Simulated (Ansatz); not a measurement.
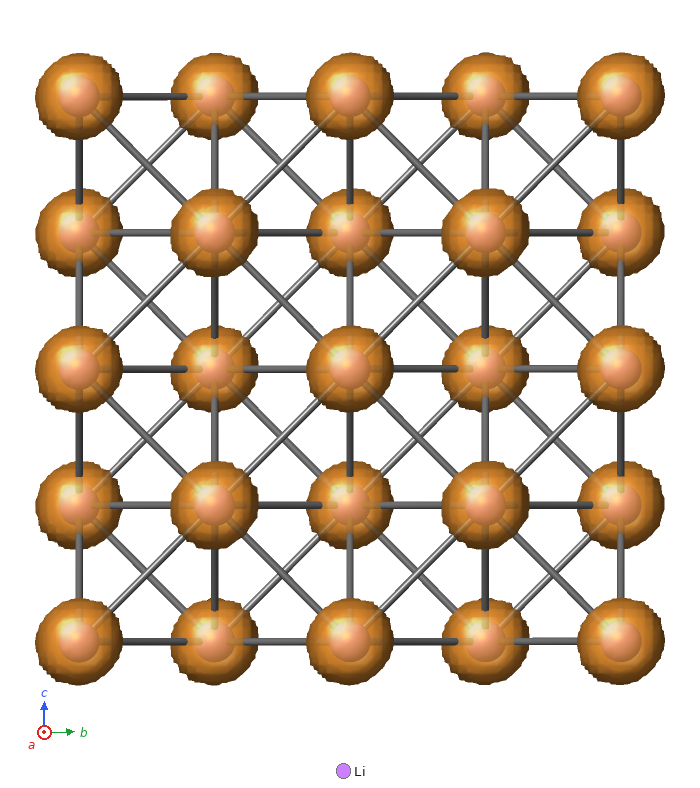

*Li. Isosurface of the valence charge density (pseudo) at 0.1 e/Å³ (orange), seen along the a axis. Sticks mark near contacts.*

Space group Fmmm; changed on purpose from its base cell (all atoms moved at random, cell strained at random); computed without spin polarisation.

Method: DFT PBEsol, scalar-relativistic, plane waves, PAW in Ansatz.

Core electrons are frozen (PAW), and the valence fields are smoothed inside the atomic spheres.

```
Li
1.0
     0.00079   -0.00150    4.48829
     0.00154   -4.49820    0.00150
     4.52626   -0.00154    0.00079
Li
4
Direct
  0.00000 0.50000 0.50000
  0.00000 0.00000 0.00000
  0.50000 0.50000 0.00000
  0.50000 0.00000 0.50000
```

Q: Which contacts does the surface bridge?

A: At this value the density breaks into separate islands; it holds about 65 % of the electrons treated as valence (semicore included). It bridges none of the near contacts. It is pinched off along the shortest Li–Li (3.18 Å) contacts. On the grid the lowest density along these lines, outside the cores, is 0.04 e/Å³ (Li–Li, 3.18 Å).

Q: Metal or insulator at this level of theory?

A: It is metallic or semimetallic at this level of theory: no gap opens.
